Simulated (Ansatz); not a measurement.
System ZnS (space group F-43m, No. 216); source of the atomic positions: the end point of a relaxation with DFT PBEsol, scalar-relativistic, plane waves, PAW (Ansatz 0.2.0).

```cif
data_structure
_symmetry_space_group_name_H-M 'P 1'
_symmetry_Int_Tables_number 1
_cell_length_a 5.3565
_cell_length_b 5.3565
_cell_length_c 5.3565
_cell_angle_alpha 90.000
_cell_angle_beta 90.000
_cell_angle_gamma 90.000
_cell_volume 153.69
loop_
_atom_site_label
_atom_site_type_symbol
_atom_site_fract_x
_atom_site_fract_y
_atom_site_fract_z
_atom_site_occupancy
Zn1 Zn 0.25000 0.25000 0.75000 1
S1 S 0.00000 0.00000 0.00000 1
Zn2 Zn 0.25000 0.75000 0.25000 1
S2 S 0.00000 0.50000 0.50000 1
Zn3 Zn 0.75000 0.25000 0.25000 1
S3 S 0.50000 0.00000 0.50000 1
Zn4 Zn 0.75000 0.75000 0.75000 1
S4 S 0.50000 0.50000 0.00000 1
```

Describe the stacking along [111], with columns A (0, 0), B (1/3, 2/3), C (2/3, 1/3) of the hexagonal mesh spanned by (a − b)/2 and (b − c)/2.

S(A) – Zn(B) – S(B) – Zn(C) – S(C) – Zn(A) (six layers in 9.28 Å).

S layers alone: ABC, the cubic close-packed type.

Zn: three tetrahedral sites, counted in one hexagonal cell.

Polytype symbol 3C, the symbol of a tetrahedral polytype (number of double layers in the repeat and lattice).

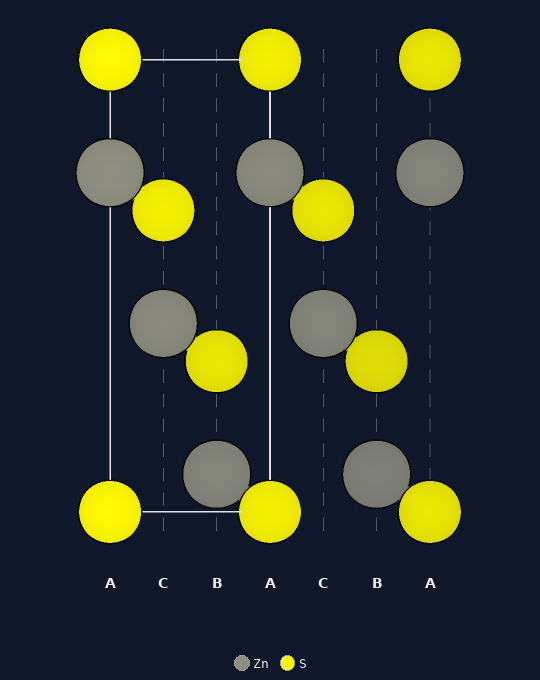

Projection along an edge of the hexagonal mesh, stacking direction [111] upwards. The dashed lines mark the three columns A (0, 0), B (1/3, 2/3) and C (2/3, 1/3). The box is the hexagonal cell of the face-centred cubic lattice. The sequence starts with the first layer at or above the cell's origin.
